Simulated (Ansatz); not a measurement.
## Geometry relaxation, with input and output: Pt (part 2 of 2)

The same run, continued: Pt (I4₁/amd, 2 atoms in the cell); DFT, PBE, PAW with Ansatz's default frozen-core files, scalar-relativistic, no spin polarisation (Ansatz 0.2.0); cutoff 420 eV, 16×16×16 k-mesh, Fermi–Dirac smearing of 0.05 eV. Its volume is 0.76 times that of the source entry. It belongs to a series of runs on one base structure; here: shape and atoms relaxed at 0.76 of the volume.

Geometry of the input (Å; fractional positions):
```
-2.2959  2.2959  1.2371
2.2959  -2.2959  1.2371
2.2959  2.2959  -1.2371
Pt -0.3750  -0.1250  -0.2500
Pt 0.3750  0.1250  0.2500
```

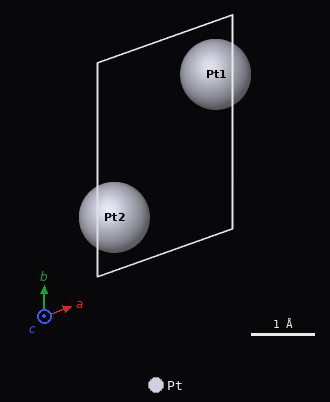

Figure 1. The geometry at step 2 of the log (ball-and-stick view of the reduced cell, along the c axis; atoms are numbered from 1 in the order of the input).

### What the program printed, continued
```
SCF iter   1: F=—  HF=-25043.179611 eV  |F-HF|=—  |Δ(HF+E_count)|=         —  Δρ=6.45e-5  dr2=2.25e-7  ethr=4.20e-9  ⟨swp⟩=3.0  Hψ=40971  notcnv=0
preconditioner: auto → none  [metal: Δε(μ)=0.014 eV  Ē_g=11.027 eV  σ=0.050 eV  W_gap=0.07  n_scr=8 (ndim 8)  ℏωp=32.5 eV  f_vac=0.000  D(μ)=1.58/eV (n_scr^D=16)]
iter 2 did not close the SCF: its close was put off for the readings that it lacked (scf_convergence_deferred on its scf_iter line)
SCF iter   2: F=-25043.179607 eV  HF=-25043.179607 eV  |F-HF|=1.13e-8  |Δ(HF+E_count)|=   3.52e-6  Δρ=3.15e-5  dr2=5.07e-8  ethr=6.25e-10  ⟨swp⟩=1.0  Hψ=7687  notcnv=0
iter 3 did not close the SCF: its close was put off for the readings that it lacked (scf_convergence_deferred on its scf_iter line)
SCF iter   3: F=-25043.179607 eV  HF=-25043.179607 eV  |F-HF|=1.86e-10  |Δ(HF+E_count)|=   1.27e-8  Δρ=1.65e-6  dr2=3.73e-10  ethr=1.41e-10  ⟨swp⟩=1.0  Hψ=7679  notcnv=0
iter 4 did not close the SCF: its close was put off for the readings that it lacked (scf_convergence_deferred on its scf_iter line)
SCF iter   4: F=-25043.179607 eV  HF=-25043.179607 eV  |F-HF|=7.28e-12  |Δ(HF+E_count)|=  4.00e-11  Δρ=4.71e-7  dr2=1.63e-11  ethr=1.04e-12  ⟨swp⟩=2.6  Hψ=13690  notcnv=0
iter 5 did not close the SCF: its close was put off for the readings that it lacked (scf_convergence_deferred on its scf_iter line)
SCF iter   5: F=-25043.179607 eV  HF=-25043.179607 eV  |F-HF|=3.64e-12  |Δ(HF+E_count)|=  1.46e-11  Δρ=9.02e-8  dr2=6.37e-13  ethr=1.00e-12  ⟨swp⟩=1.0  Hψ=7678  notcnv=0
SCF iter   6: F=-25043.179607 eV  HF=-25043.179607 eV  |F-HF|=7.28e-12  |Δ(HF+E_count)|=  3.64e-12  Δρ=9.88e-9  dr2=7.54e-15  ethr=1.00e-12  ⟨swp⟩=3.8  Hψ=28579  notcnv=0
SCF 3 converged in 6 iterations: F = -25043.179607 eV  dr2 = 7.54e-15
relax step   3: F+E_penalty+E_count = -25043.17960720 eV  Δ(F+E_penalty+E_count) = -2.775e-5 eV  max|allowed force component| = 2.776e-17 eV/Å  Δτ_max = 0.0000 Å  P = +116.836 GPa  Ω = 26.084 Å³  energy of the carried Pulay correction = +2.108e-7 eV  fix = [volume]  reactions: volume +116.836 GPa  (6 SCF iters, dr2 threshold 2.00e-7 eV, accepted)
Initial wavefunctions: pseudopotential atomic-orbital guess (no wavefunctions were taken with the density)
iter 1 solved again at ethr=1.66e-8 eV; its pass at ethr=3.10e-3 eV (dr2=5.96e-6 eV) is discarded
SCF iter   1: F=—  HF=-25043.179612 eV  |F-HF|=—  |Δ(HF+E_count)|=         —  Δρ=1.61e-6  dr2=1.04e-10  ethr=1.66e-8  ⟨swp⟩=4.5  Hψ=56639  notcnv=0
eigensolver tolerance schedule: the retry pair's looser diagonalisation over-reported the residual by 57060.12 of it (diagonalisation noise at 0.44 of the residual, at the tolerance the schedule requests for it); recorded, not acted on — ethr = c·dr2/N_el stays at c = 1.0e-1
SCF iter   2: F=—  HF=-25043.179607 eV  |F-HF|=—  |Δ(HF+E_count)|=   5.01e-6  Δρ=7.57e-7  dr2=2.17e-11  ethr=1.00e-12  ⟨swp⟩=2.9  Hψ=15811  notcnv=0
iter 3 did not close the SCF: its close was put off for the readings that it lacked (scf_convergence_deferred on its scf_iter line)
SCF iter   3: F=-25043.179607 eV  HF=-25043.179607 eV  |F-HF|=0.00e0  |Δ(HF+E_count)|=  3.64e-11  Δρ=1.74e-7  dr2=1.98e-12  ethr=1.00e-12  ⟨swp⟩=1.0  Hψ=7678  notcnv=0
iter 4 did not close the SCF: its close was put off for the readings that it lacked (scf_convergence_deferred on its scf_iter line)
SCF iter   4: F=-25043.179607 eV  HF=-25043.179607 eV  |F-HF|=1.09e-11  |Δ(HF+E_count)|=  7.28e-12  Δρ=4.58e-8  dr2=8.27e-14  ethr=1.00e-12  ⟨swp⟩=1.0  Hψ=7678  notcnv=0
iter 5 did not close the SCF: its close was put off for the readings that it lacked (scf_convergence_deferred on its scf_iter line)
SCF iter   5: F=-25043.179607 eV  HF=-25043.179607 eV  |F-HF|=1.82e-11  |Δ(HF+E_count)|=  3.64e-12  Δρ=1.14e-8  dr2=1.01e-14  ethr=1.00e-12  ⟨swp⟩=1.0  Hψ=7678  notcnv=0
iter 6 did not close the SCF: its close was put off for the readings that it lacked (scf_convergence_deferred on its scf_iter line)
SCF iter   6: F=-25043.179607 eV  HF=-25043.179607 eV  |F-HF|=1.09e-11  |Δ(HF+E_count)|=  7.28e-12  Δρ=1.91e-9  dr2=9.89e-16  ethr=1.00e-12  ⟨swp⟩=1.0  Hψ=7678  notcnv=0
SCF iter   7: F=-25043.179607 eV  HF=-25043.179607 eV  |F-HF|=0.00e0  |Δ(HF+E_count)|=  1.82e-11  Δρ=3.08e-10  dr2=2.21e-17  ethr=1.00e-12  ⟨swp⟩=2.0  Hψ=19858  notcnv=0
SCF 4 converged in 7 iterations: F = -25043.179607 eV  dr2 = 2.21e-17
relax step   4: F+E_penalty+E_count = -25043.17960668 eV  Δ(F+E_penalty+E_count) = +5.170e-7 eV  max|allowed force component| = 4.163e-17 eV/Å  Δτ_max = 0.0000 Å  P = +116.836 GPa  Ω = 26.084 Å³  fix = [volume]  reactions: volume +116.836 GPa  stress off target by 2.02e-4 GPa on what of the cell is left free  SCF on the basis re-selected at this cell (its energy is not comparable with the rows above)  (7 SCF iters)
basis re-selected at this cell: Δ(F+E_penalty+E_count) = +5.170e-7 eV, ΔP = +0.000 GPa vs the last step (what re-selecting the basis moved, of the pressure what is left beyond the Pulay correction that the steps carried, after the strain that the cell walked since its last selection, with what the two solves' SCF thresholds leave and, on support functions, any second-order correction that the steps lacked; it is no measure of the basis error at this ecutwfc). This SCF's stress stands 2.02e-4 GPa from its target on what of the cell is left free (relax.cell.stress_tol is 1.50e-1 GPa) and its largest allowed force component is 4.16e-17 eV/Å (relax.f_tol is 5.00e-3 eV/Å): within both
SCF converged after 7 iterations
Free energy (F): -25043.179607 eV
Harris-Foulkes:  -25043.179607 eV  (|F-HF|=0.00e0)
Internal energy: -25043.166696 eV  (E = F + TS)
E sigma→0 (E₀):  -25043.173151 eV
Entropy (-TS):   -0.012910 eV (-6.455 meV/atom)
Fermi energy:    28.251646 eV
--- Per-component energies (eV) ---
  E_band       = -114.984753
  E_kinetic    = 1300.425130
  E_local      = -2656.598831  (includes V_loc(G=0)·N_el)
  E_nonlocal   = 401.937178
  E_hartree    = 1019.462597
  E_xc         = -531.703427
  E_vxc        = -616.647105  (∫ρ·V_xc dr)
  E_paw        = -18911.610963  (= ΣΔE_a)
  E_vpaw       = -583.026707  (= ΣTr[D̂ρ^β])
  E_aug_tail   = 0.000390  (compensation charges beyond the density's cutoff)
  E_ewald      = -5665.078768
  E_smearing   = -0.012910  (= −TS)
  E_closure    = 0.000000  (closes the sum)
  Σ components = -25043.179607   (vs F -25043.179607, Δ=0.00e0)
--- Forces (eV/Å), atoms counted from 1 ---
  atom   1  Pt     0.00000000    -0.00000000     0.00000000
  atom   2  Pt     0.00000000    -0.00000000     0.00000000
  max |Σ_I F_I| component: 1.94e-16 eV/Å
--- Stress (GPa, compression-positive) ---
      116.836271      -0.000000       0.000000
       -0.000000     116.836271      -0.000000
        0.000000      -0.000000     116.835969
  P = ⅓ Tr σ = 116.8362 GPa (1168.362 kbar)
--- Band table (eV; the first three rows and the last of 349) ---
  k-point 0: bands = ["-70.9635", "-70.7733", "-25.7355", "-25.7355", "-24.7599", "-24.7443", "-24.7047", "-24.7047", "16.4345", "19.0940", "20.1602", "20.8454", "21.6232", "26.2272", "26.2272", "26.2899", "26.2899", "28.8930", "30.5490", "33.5244", "33.5244", "43.3372"]
  k-point 1: bands = ["-70.9617", "-70.7751", "-25.7273", "-25.7270", "-24.7813", "-24.7432", "-24.7162", "-24.6935", "16.5155", "19.1560", "20.2047", "20.8239", "21.5987", "26.2208", "26.2562", "26.3233", "26.3264", "28.8099", "30.1256", "33.1858", "34.0224", "43.5618"]
  k-point 2: bands = ["-70.9563", "-70.7805", "-25.7029", "-25.7019", "-24.8268", "-24.7501", "-24.7399", "-24.6781", "16.7553", "19.3376", "20.3382", "20.7656", "21.5332", "26.1842", "26.3325", "26.4201", "26.4220", "28.5698", "29.2958", "32.2996", "35.0872", "44.0254"]
  k-point 348: bands = ["-70.8674", "-70.8674", "-25.8955", "-25.8955", "-24.7563", "-24.7563", "-24.5902", "-24.5902", "19.5613", "19.5613", "21.6051", "21.6051", "25.3469", "25.3469", "26.3634", "26.3634", "26.7171", "26.7171", "26.7301", "26.7301", "34.8940", "34.8940"]
--- Relaxed structure (3 steps of the walk, 3 accepted, 1 SCFs on fresh bases) ---
  F+E_penalty+E_count = -25043.17960668 eV   max|allowed force component| = 4.163e-17 eV/Å   (the final SCF, on the basis selected at the relaxed cell)
  cell:  # Å, volume = 26.0839 Å³
    - [-2.29649346953026, 2.29649346953026, 1.2364664561684608]
    - [2.29649346953026, -2.29649346953026, 1.2364664561684608]
    - [2.29649346953026, 2.29649346953026, -1.2364664561684608]
  atoms:
    - { symbol: Pt, position: [-0.375, -0.12499999999999999, -0.25] }
    - { symbol: Pt, position: [0.375, 0.12499999999999999, 0.25] }
```

### File rho_z.tsv
```
# z_ang	rho[e/angstrom^3]
# format = ansatz-planar-average/11
# lattice	-2.296493470	2.296493470	1.236466456
# lattice	2.296493470	-2.296493470	1.236466456
# lattice	2.296493470	2.296493470	-1.236466456
# sites	2
# site	78	0.000000000	-1.148246735	-0.309116614
# site	78	-0.000000000	1.148246735	0.309116614
0.000000	7.420302e-1
0.144798	8.307327e-1
0.289595	1.066095e0
0.434393	1.380871e0
0.579190	1.695427e0
0.723988	1.928879e0
0.868786	2.015892e0
1.013583	1.928879e0
1.158381	1.695427e0
1.303178	1.380871e0
1.447976	1.066095e0
1.592774	8.307327e-1
1.737571	7.420302e-1
1.882369	8.307327e-1
2.027166	1.066095e0
2.171964	1.380871e0
2.316762	1.695427e0
2.461559	1.928879e0
2.606357	2.015892e0
2.751154	1.928879e0
2.895952	1.695427e0
3.040749	1.380871e0
3.185547	1.066095e0
3.330345	8.307327e-1
```

### File v_z.tsv
```
# z_ang	v_es[eV]	v_tot[eV]
# format = ansatz-planar-average/11
# xc	pbe
# density_cutoff_ev	1680
# datasets	Pt=:simpson_from_first_knot:soft
# lattice	-2.296493470	2.296493470	1.236466456
# lattice	2.296493470	-2.296493470	1.236466456
# lattice	2.296493470	2.296493470	-1.236466456
# sites	2
# site	78	0.000000000	-1.148246735	-0.309116614
# site	78	-0.000000000	1.148246735	0.309116614
0.000000	1.881524e1	5.172870e0
0.144798	1.780385e1	4.004622e0
0.289595	1.531686e1	1.079742e0
0.434393	1.246150e1	-2.358921e0
0.579190	1.001530e1	-5.342802e0
0.723988	8.395103e0	-7.320849e0
0.868786	7.832767e0	-8.005636e0
1.013583	8.395103e0	-7.320849e0
1.158381	1.001530e1	-5.342802e0
1.303178	1.246150e1	-2.358921e0
1.447976	1.531686e1	1.079742e0
1.592774	1.780385e1	4.004622e0
1.737571	1.881524e1	5.172870e0
1.882369	1.780385e1	4.004622e0
2.027166	1.531686e1	1.079742e0
2.171964	1.246150e1	-2.358921e0
2.316762	1.001530e1	-5.342802e0
2.461559	8.395103e0	-7.320849e0
2.606357	7.832767e0	-8.005636e0
2.751154	8.395103e0	-7.320849e0
2.895952	1.001530e1	-5.342802e0
3.040749	1.246150e1	-2.358921e0
3.185547	1.531686e1	1.079742e0
3.330345	1.780385e1	4.004622e0
```

### Trajectory as extended XYZ (Å, eV, eV/Å), 4 frames, from step=1 to step=4
```
2
Lattice="-2.2959 2.2959 1.2371 2.2959 -2.2959 1.2371 2.2959 2.2959 -1.2371" Properties=species:S:1:pos:R:3:forces:R:3 step=1 energy=-25043.17957 pressure_GPa=116.84
Pt    0.0000   -1.1480   -0.3093    0.0000   0.0000   0.0000
Pt    0.0000    1.1480    0.3093    0.0000   0.0000   0.0000
2
Lattice="-2.2970 2.2970 1.2359 2.2970 -2.2970 1.2359 2.2970 2.2970 -1.2359" Properties=species:S:1:pos:R:3:forces:R:3 step=2 energy=-25043.17958 pressure_GPa=116.84
Pt    0.0000   -1.1485   -0.3090    0.0000   0.0000   0.0000
Pt    0.0000    1.1485    0.3090    0.0000   0.0000   0.0000
2
Lattice="-2.2965 2.2965 1.2365 2.2965 -2.2965 1.2365 2.2965 2.2965 -1.2365" Properties=species:S:1:pos:R:3:forces:R:3 step=3 energy=-25043.17961 pressure_GPa=116.84
Pt    0.0000   -1.1482   -0.3091    0.0000   0.0000   0.0000
Pt    0.0000    1.1482    0.3091    0.0000   0.0000   0.0000
2
Lattice="-2.2965 2.2965 1.2365 2.2965 -2.2965 1.2365 2.2965 2.2965 -1.2365" Properties=species:S:1:pos:R:3:forces:R:3 step=4 energy=-25043.17961 pressure_GPa=116.84
Pt    0.0000   -1.1482   -0.3091    0.0000   0.0000   0.0000
Pt    0.0000    1.1482    0.3091    0.0000   0.0000   0.0000
```

### Key numbers

```tsv
quantity	value
outcome	converged
space group (tolerance 0.01 Å)	I4₁/amd (141)
electrons treated	36
free energy	−25043.1796 eV
Fermi energy	28.252 eV
pressure	116.84 GPa
final volume	26.08 Å³
largest force (length of the vector) at the end	under 0.001 eV/Å
final cell	a = 3.475 Å, b = 3.475 Å, c = 3.475 Å, α = 97.27°, β = 97.27°, γ = 138.31°
hardware	1 thread of Intel Xeon (Granite Rapids), 32 GiB of memory available, shared host
wall time	20 s
peak memory	0.52 GiB
```

Spin–orbit coupling is left out, which matters for Pt. The cell is under a pressure of 117 GPa at this level, so it is not at its equilibrium volume.
